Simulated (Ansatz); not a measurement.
Take the following structure.

```
Nb
1.0
     3.23734    0.00000    0.00000
     0.00000    3.23734    0.00000
     0.00000    0.00000    3.23734
Nb
2
Direct
  0.00000 0.00000 0.00000
  0.50000 0.50000 0.50000
```

Q: Interpret the file: composition, symmetry and coordination.

A: The element is niobium. The space group is Im-3m (No. 229); the lattice is body-centred cubic. The arrangement is known as body-centred cubic (W type). The cell holds two atoms. Each Nb atom is coordinated by eight Nb in a cubic arrangement at 2.80 Å. Not all metal-metal contacts are counted. The bonds build a three-dimensional framework.

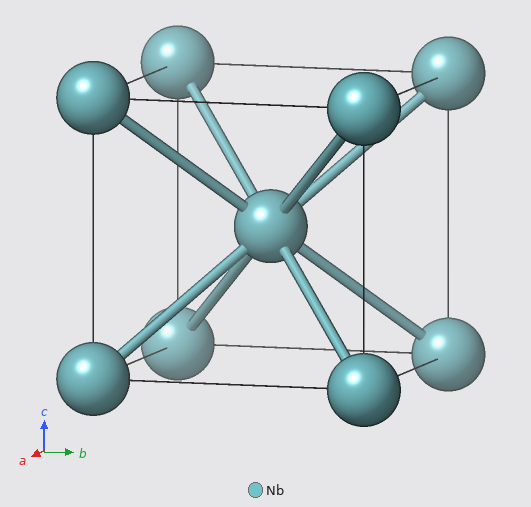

Shown here is a ball-and-stick view of the crystal, taken slightly off an axis. The edges of the conventional unit cell are marked.

Source of the structure: the standard structure of this element. The cell was then strained or its atoms displaced on purpose. It was run through Ansatz as a DFT input.
